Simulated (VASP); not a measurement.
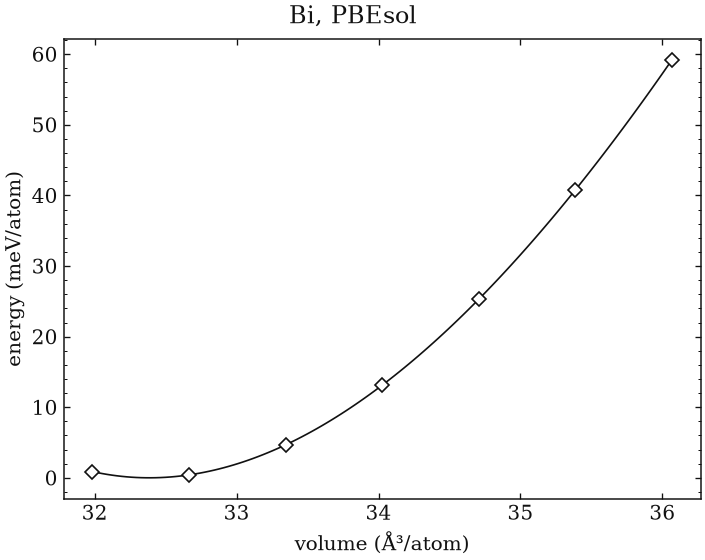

The picture above shows the energy against volume for Bi, space group C2/m (No. 12).

Starting cell:
```yaml
crystal:
  lattice:
    - [3.48860, -3.13258, 0.00000]
    - [3.48860, 3.13258, 0.00000]
    - [-1.26023, 0.00000, 3.11355]
  atoms:
    - { symbol: Bi, position: [0.75306, 0.75306, 0.85738] }
    - { symbol: Bi, position: [0.24694, 0.24694, 0.14262] }
```

How it was computed, with VASP 6.6.1: plane-wave DFT, no spin polarisation; energies at scaled volumes of the given cell, shape and fractions fixed, counted from the fit's minimum, third-order Birch-Murnaghan fit. Level: PBEsol.

- k mesh: 6×6×9
- occupations: Fermi–Dirac
- smearing width: 0.05 eV
- potentials: VASP PAW PBE potentials, recommended
- wave cutoff: 520 eV

From this curve and the settings, what does the calculation give for the pressure at the same points?

The pressure falls from 0.62 GPa at volume 31.98 Å³/atom to −4.73 GPa at 36.07 Å³/atom, and changes sign near 32.34 Å³/atom.

```csv
volume (Å³/atom),pressure (GPa)
31.98,0.62
32.66,-0.56
33.35,-1.60
34.03,-2.53
34.71,-3.35
35.39,-4.08
36.07,-4.73
```

Note: spin-orbit coupling left out, heavy elements; shape and atomic fractions are frozen while scaling, which makes layered, chain and framework solids too stiff.
